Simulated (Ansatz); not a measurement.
## TlCl: 7 runs along one coordinate

System: TlCl (2 atoms in the cell).
Method: DFT, PBEsol, PAW with Ansatz's default frozen-core files, scalar-relativistic; elastic constants from stresses of strained cells, no spin polarisation (Ansatz 0.2.0).

The 7 runs differ only in the geometry, by an even scaling of the cell at fixed fractional positions. The structure derives from an entry of the Crystallography Open Database.

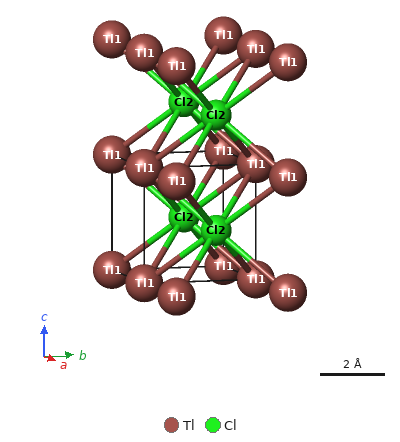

Figure 1. The structure of run 4 (ball-and-stick view of the cell of the calculation, repeated 2 × 1 × 2, seen slightly off an axis; atoms are numbered from 1 in the order of the input).

**Input of run 4**
```yaml
crystal:
  lattice:
    - [3.64346260355, 0.0, 0.0]
    - [0.0, 3.64346260355, 0.0]
    - [0.0, 0.0, 3.64346260355]
  atoms:
    - { symbol: Tl, position: [0.0, 0.0, 0.0] }
    - { symbol: Cl, position: [0.5, 0.5, 0.5] }
kpoints:
  mp_grid: { grid: [6, 6, 6] }
scf:
  occupations: { method: fixed }
hamiltonian:
  xc: pbesol
  pseudopotentials: { kind: paw }
elastic:
  mode: relaxed_ion
  stencil: two_point
  amplitude: 0.005
```

Command:
```bash
ansatz run input.yaml --threads 1 --pin off --max-ram 3072MiB --backend cpu --events-out ev --progress --plain --runs-dir out
```

Run 3 differs from it as follows:
```diff
-    - [3.64346260355, 0.0, 0.0]
-    - [0.0, 3.64346260355, 0.0]
-    - [0.0, 0.0, 3.64346260355]
+    - [3.5791043866, 0.0, 0.0]
+    - [0.0, 3.5791043866, 0.0]
+    - [0.0, 0.0, 3.5791043866]
```

**Results, with one run withheld**

| run | volume per atom (Å³) | free energy per atom, from the lowest run given (meV) | pressure (GPa) | gap on the mesh (eV) |
| --- | --- | --- | --- | --- |
| 1 | 20.712 | 218.37 | 14.96 | 0.71 |
| 2 | 21.953 | 122.78 | 9.98 | 1.10 |
| 3 | 22.924 | ? | ? | ? |
| 4 | 24.183 | 29.16 | 3.99 | 1.49 |
| 5 | 25.260 | 9.14 | 2.04 | 1.62 |
| 6 | 25.960 | 2.52 | 1.01 | 1.71 |
| 7 | 26.775 | 0.00 | 0.01 | 1.79 |

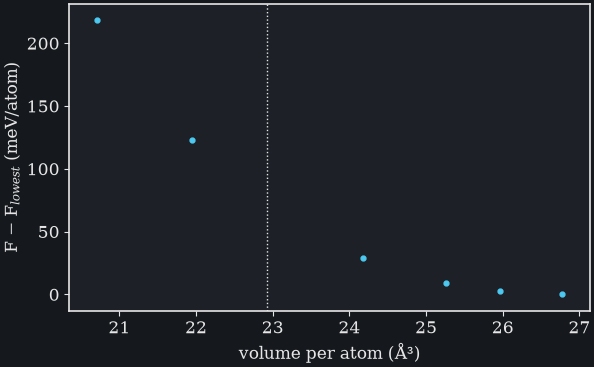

Figure 2. Free energy per atom of the runs given; the dotted line marks run 3.

Fit the runs given and predict run 3.

A cubic polynomial in V^(−2/3) (the Birch–Murnaghan form), fitted to the 6 runs given, misses them by at most 0.02 meV per atom. With x = V^(−2/3) − 0.12028 Å⁻², it reads F = 34.718 + 8279.7 x + 5.122e+05 x² + 2.178e+06 x³ (meV per atom). At run 3 it gives 71.74 meV per atom, and the run itself gives 71.73. The slope of the fit gives a pressure −dF/dV of 6.98 GPa there, and the run prints 6.98 GPa. The fit has no minimum inside this range. The gap on the mesh goes, without turning, from 0.71 eV in run 1 to 1.79 eV in run 7; run 3 has 1.31 eV. These are gaps of this functional on this mesh, which can miss the band edges; they aren't the measured gap.

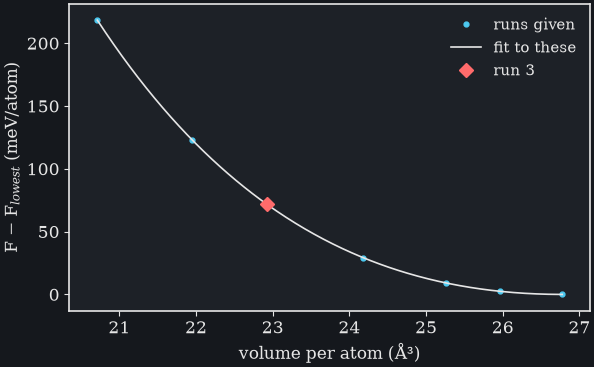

Figure 3. The fit and the withheld run.

**Output, shortened to warnings, some set-up lines, iterations and results (run 3)**
```
Basis set: ecut = 420 eV, 895 PW (Γ), exchange–correlation on 50×50×50 points (8 copies of the dense FFT grid, shifted against one another)
Symmetry: 48 space group operations
k-points: 20 of 216
Initial density: superposition of atomic densities (neutral atoms: chi_scale 0, normalization atom), corrected by the library's trained network
[...]
SCF iter   1: F=—  HF=-12358.189590 eV  |F-HF|=—  |Δ(HF+E_count)|=         —  Δρ=4.72e-3  dr2=1.54e-2  ethr=1.77e-3  ⟨swp⟩=4.4  Hψ=1319  notcnv=0  defer=35
SCF iter   2: F=—  HF=-12358.183473 eV  |F-HF|=—  |Δ(HF+E_count)|=   6.12e-3  Δρ=1.34e-3  dr2=8.05e-4  ethr=7.69e-5  ⟨swp⟩=2.4  Hψ=619  notcnv=0  defer=36
SCF iter   3: F=—  HF=-12358.183270 eV  |F-HF|=—  |Δ(HF+E_count)|=   2.03e-4  Δρ=5.95e-4  dr2=9.49e-5  ethr=4.02e-6  ⟨swp⟩=2.5  Hψ=514  notcnv=0  defer=36
SCF iter   4: F=—  HF=-12358.183286 eV  |F-HF|=—  |Δ(HF+E_count)|=   1.58e-5  Δρ=2.10e-4  dr2=1.11e-5  ethr=4.75e-7  ⟨swp⟩=1.0  Hψ=280  notcnv=0  defer=9
SCF iter   5: F=—  HF=-12358.183293 eV  |F-HF|=—  |Δ(HF+E_count)|=   7.40e-6  Δρ=2.14e-5  dr2=1.18e-7  ethr=5.56e-8  ⟨swp⟩=2.2  Hψ=473  notcnv=0  defer=1
[... 30 lines ...]
SCF iter   2: F=—  HF=-12358.183175 eV  |F-HF|=—  |Δ(HF+E_count)|=   3.21e-6  Δρ=1.04e-6  dr2=1.72e-10  ethr=4.04e-12  ⟨swp⟩=2.0  Hψ=1248  notcnv=0  defer=54
SCF iter   3: F=—  HF=-12358.183175 eV  |F-HF|=—  |Δ(HF+E_count)|=  1.13e-10  Δρ=1.23e-7  dr2=4.36e-12  ethr=8.61e-13 (applied; sched 1.00e-12)  ⟨swp⟩=2.0  Hψ=1247  notcnv=0  …
SCF iter   4: F=—  HF=-12358.183175 eV  |F-HF|=—  |Δ(HF+E_count)|=  3.64e-12  Δρ=3.90e-8  dr2=5.31e-13  ethr=2.18e-14 (applied; sched 1.00e-12)  ⟨swp⟩=2.0  Hψ=1245  notcnv=0  …
SCF iter   5: F=-12358.183175 eV  HF=-12358.183175 eV  |F-HF|=7.28e-12  |Δ(HF+E_count)|=  3.64e-12  Δρ=1.68e-8  dr2=2.81e-14  ethr=1.00e-12  ⟨swp⟩=4.0  Hψ=2472  notcnv=0
SCF 5 converged in 5 iterations: F = -12358.183175 eV  dr2 = 2.81e-14
SCF converged after 9 iterations
Free energy (F): -12358.183291 eV
Harris-Foulkes:  -12358.183291 eV  (|F-HF|=1.82e-12)
Internal energy: -12358.183291 eV  (E = F + TS)
E sigma→0 (E₀):  -12358.183291 eV
Fermi energy:    8.353608 eV
--- Per-component energies (eV) ---
  E_band       = 7.500980
  E_kinetic    = 495.139756
  E_local      = -1038.324433  (includes V_loc(G=0)·N_el)
  E_nonlocal   = 349.084041
  E_hartree    = 367.261593
  E_xc         = -336.822468
  E_vxc        = -265.970670  (∫ρ·V_xc dr)
  E_paw        = -10656.783625  (= ΣΔE_a)
  E_vpaw       = -266.951030  (= ΣTr[D̂ρ^β])
  E_aug_tail   = 0.000127  (compensation charges beyond the density's cutoff)
  E_ewald      = -1537.854980
  E_core_change = 0.116697  (= ΣΔE_core)
  E_smearing   = -0.000000  (= −TS)
  E_closure    = 0.000000  (closes the sum)
  Σ components = -12358.183291   (vs F -12358.183291, Δ=0.00e0)
--- Forces (eV/Å), atoms counted from 1 ---
  atom   1  Tl    -0.00000000    -0.00000000    -0.00000000
  atom   2  Cl     0.00000000    -0.00000000     0.00000000
  max |Σ_I F_I| component: 7.17e-30 eV/Å
--- Stress (GPa, compression-positive) ---
        6.983277       0.000000       0.000000
        0.000000       6.983277       0.000000
        0.000000       0.000000       6.983277
  P = ⅓ Tr σ = 6.9833 GPa (69.833 kbar)
--- Elastic constants: 2 strain directions × 2 members + reference (group order 48) ---
  dense FFT box of the reference and of every strained cell: 25×25×25
  strains applied: 11, 23; error gains: componentwise 1.00 (the most a stress slope's error grows in a printed constant), spectral 1.73 (1 for all six strains in a standard setting)
  C = ∂σ_k/∂η_j (tension-positive GPa; Voigt order 11 22 33 23 13 12):
        80.313     54.101     54.101     -0.000     -0.000     -0.000
        54.101     80.313     54.101     -0.000     -0.000     -0.000
        54.101     54.101     80.313     -0.000     -0.000     -0.000
        -0.000     -0.000     -0.000     28.586      0.000      0.000
         0.000      0.000     -0.000      0.000     28.586      0.000
         0.000     -0.000     -0.000      0.000      0.000     28.586
  reference stress σ⁰ (GPa):     -6.983     -6.983     -6.983     -0.000     -0.000     -0.000
  C* (energy form; C + prestress term) asymmetry max|C*_kj − C*_jk| = 3.553e-14 GPa — a small one proves nothing (zero by symmetry where the batch's group is 432, −43m or m−3m); a large one is finite-difference/SCF noise where every solve meets its electron count
  moduli (Voigt/Reuss/Hill, GPa): K = 62.84/62.84/62.84   G = 22.39/19.41/20.90   E = 56.45   ν = 0.350
  mechanically stable: yes (min eigenvalue of sym C = 26.21 GPa)
[...]
```

Notes: Spin–orbit coupling is left out, which matters for Tl.
